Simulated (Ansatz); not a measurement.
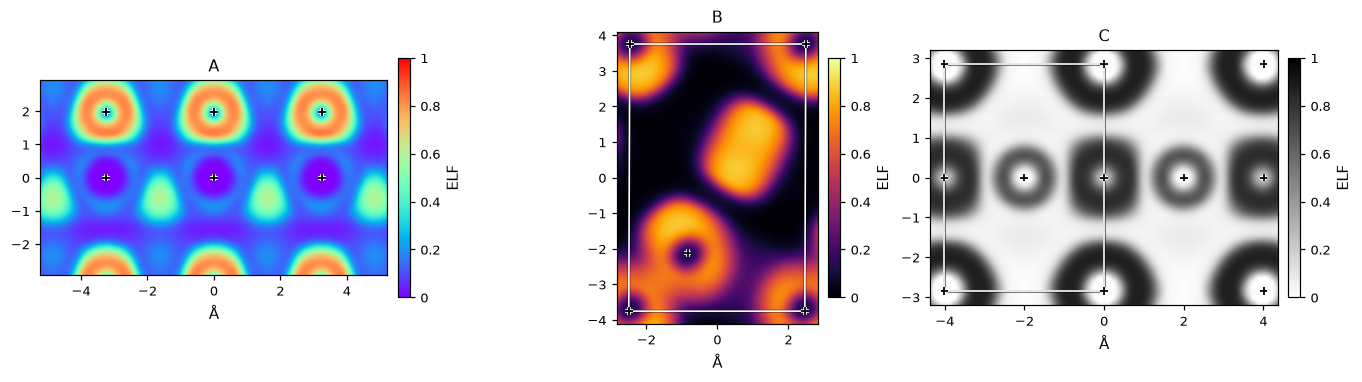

The electron localisation function of 3 systems, each on a plane through atoms (crosses mark nuclei in the plane).

The calculation used Ansatz, DFT, PBE, PAW with Ansatz's default frozen-core files, scalar-relativistic.

System 1: Se, the (110) plane of the conventional cell. Space group P1; changed on purpose from its base cell (equal xy, yz and zx shear strains of +1 %, PAW files); not relaxed (largest force 1.2 eV/Å); computed pressure about 6 GPa in this cell.

```
Se
1.0
    -2.15873    3.76080    0.00797
     4.35517    0.02178    0.02178
    -0.02475   -0.02475   -4.94945
Se
3
Cartesian
  0.9244 -0.0159 -4.1198
  -0.4726 0.8120 -0.8232
  1.7074 2.9494 -2.4514
```

System 2: ZnO, the (100) plane of the conventional cell. Space group P6₃mc; changed on purpose from its base cell (zz strain of -1 %, PAW files); computed pressure about 6 GPa in this cell.

System 3: BaTiO3, the (011) plane of the conventional cell. Space group P4/mmm; changed on purpose from its base cell (zz strain of +1 %, PAW files); computed without spin polarisation.

Match each panel to its system.

Answer. Panel A is system 2, ZnO: the plane holds Zn and O. Zn–O (1.97 Å): the ELF peaks at about 0.85 in the valence shell of O, 0.6 Å from its nucleus, and is about 0.25 at the midpoint: no shared electron pair shows on this line. Panel B is system 1, Se: the plane holds Se. Se–Se (2.32 Å): the ELF peaks at about 0.70 between the atoms. Panel C is system 3, BaTiO3: the plane holds Ba, Ti and O. Ti–O (2.00 Å): the ELF peaks at about 0.80 in the valence shell of O, 0.6 Å from its nucleus, and is about 0.20 at the midpoint (no localised pair shows between them).
